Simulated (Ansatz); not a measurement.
# Calculations on Ta₂C

### Vibrations

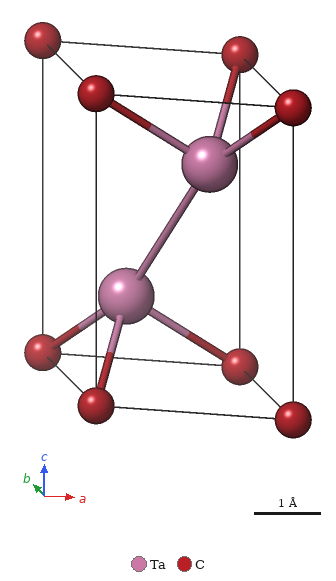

Lattice vibrations of a crystal of Ta$_{2}$C, space group P-3m1 (No. 164), at the zone centre. Style: ball-and-stick. Shown: the cell of the calculation, slightly off an axis.

These are results of Ansatz 0.2.0, DFT PBEsol, scalar-relativistic, plane waves, PAW, not measurements. (plane-wave cutoff 420 eV; k-point mesh 18 × 18 × 8; occupations fermi dirac; smearing width 0.15 eV; no spin polarisation)

The frequencies depend somewhat on the k-mesh and the smearing.

List the optical modes.

Answer. The calculation's cell holds 3 atoms, so there are 6 optical modes, in 4 levels. The optical modes span E_g + A₁g + A₂u + E_u. No level is unstable.

```tsv
level	symmetry	frequency (cm⁻¹)	activity
1	E_g	129	Raman-active
2	A₁g	217	Raman-active
3	A₂u	647	infrared-active
4	E_u	666	infrared-active
```

The crystal is a metal, so free carriers screen the infrared response.

The modes drawn as arrows (one member of each degenerate set):

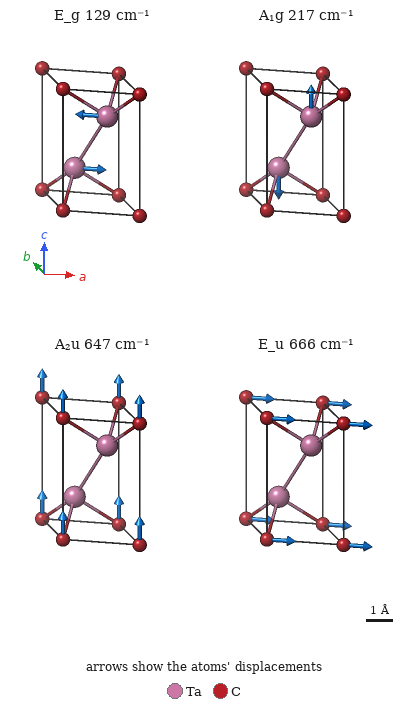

### Vibrations

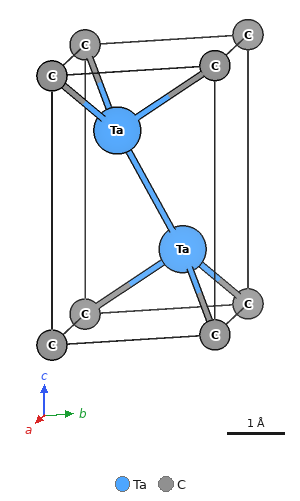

Lattice vibrations of a crystal of Ta2C at 0.98 times its rest volume, space group P-3m1 (No. 164), at the zone centre. A ball-and-stick model of the cell of the calculation, seen slightly off an axis.

Level of theory: DFT PBEsol, scalar-relativistic, plane waves, PAW in Ansatz 0.2.0. Set-up: plane-wave cutoff 420 eV; k-point mesh 18 × 18 × 8; occupations fermi dirac; smearing width 0.15 eV; no spin polarisation.

The frequencies depend somewhat on the k-mesh and the smearing.

Which optical modes does it have, at what frequencies, and is it stable there?

The calculation's cell holds 3 atoms, so there are 6 optical modes, in 4 levels. The optical modes span E_g + A₁g + A₂u + E_u. No level is unstable.

| level | symmetry | frequency (cm⁻¹) | activity |
| --- | --- | --- | --- |
| 1 | E_g | 133 | Raman-active |
| 2 | A₁g | 224 | Raman-active |
| 3 | A₂u | 665 | infrared-active |
| 4 | E_u | 681 | infrared-active |

The crystal is a metal, so free carriers screen the infrared response.

The modes drawn as arrows (one member of each degenerate set):

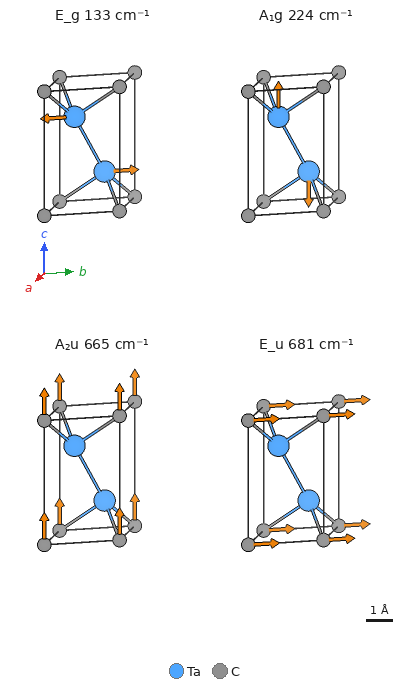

### Softest mode

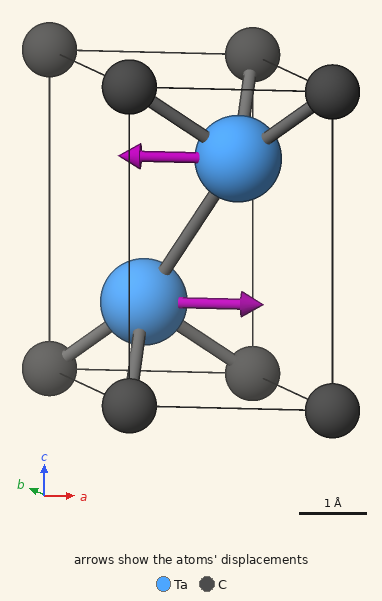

The lowest optical mode of solid Ta₂C relaxed at 3 GPa, space group P-3m1 (No. 164), at the zone centre. The purple arrows give the relative displacements of the atoms. Style: ball-and-stick. Shown: the cell of the calculation, slightly off an axis.

The calculation used DFT PBEsol, scalar-relativistic, plane waves, PAW in Ansatz. (plane-wave cutoff 420 eV; k-point mesh 18 × 18 × 8; occupations fermi dirac; smearing width 0.15 eV; target pressure 3 GPa; no spin polarisation)

The frequencies depend somewhat on the k-mesh and the smearing.

Is this crystal at a minimum with respect to the drawn distortion?

Answer. Yes: this softest mode has a real frequency, and so have all others here. That speaks for this wave vector alone: the rest of the zone wasn't checked in this run. This is the E_g mode (doubly degenerate; one member of the set is drawn) at 3.94 THz, the lowest optical level, Raman-active by symmetry. The C atoms stay at rest; all motion is along a; atoms of one kind move against one another, with no net shift of their sublattice.
